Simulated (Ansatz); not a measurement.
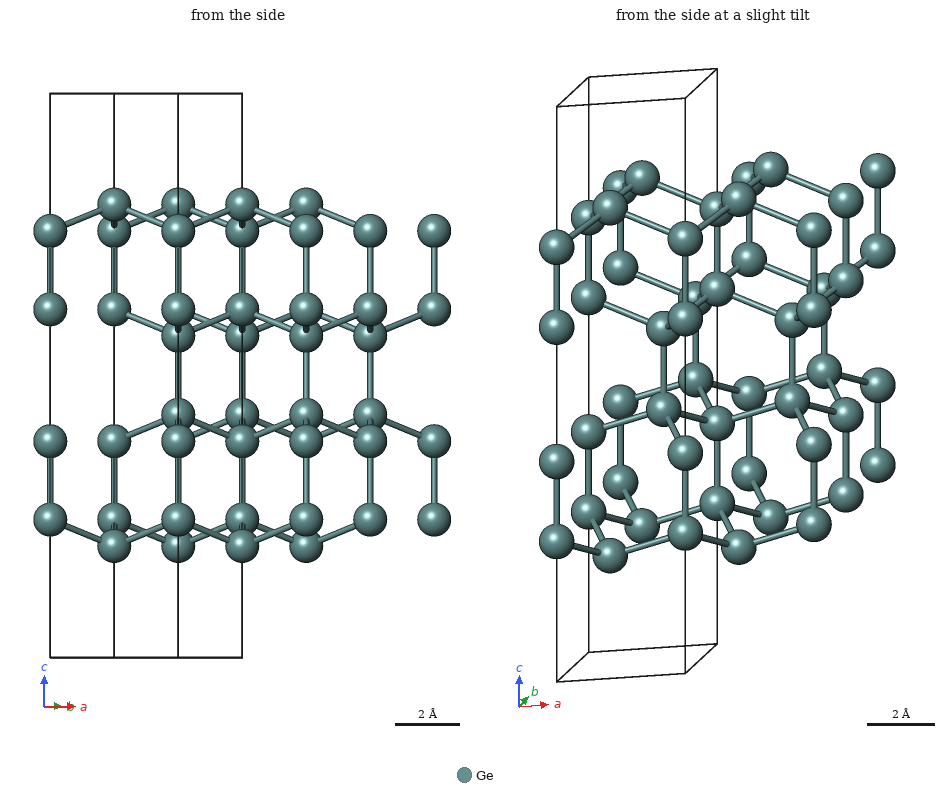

A ball-and-stick picture of a periodic slab, seen from the side and from the side at a slight tilt. The surface normal points up in side views; the box is the simulation cell. 2×2 cells are drawn in the plane, with atoms at the edges repeated.

The cell holds 8 Ge.

**What is the thickness of the slab?**

About 11 Å from the lowest to the highest atom, with about 7 Å of vacuum to the next image.

**How are the atomic planes stacked?**

Eight planes: Ge / Ge / Ge / Ge / Ge / Ge / Ge / Ge.

The structure was taken from a structure listed in the Materials Project. The cell was then strained or its atoms displaced on purpose. Ansatz was used for an electronic-structure calculation on it.
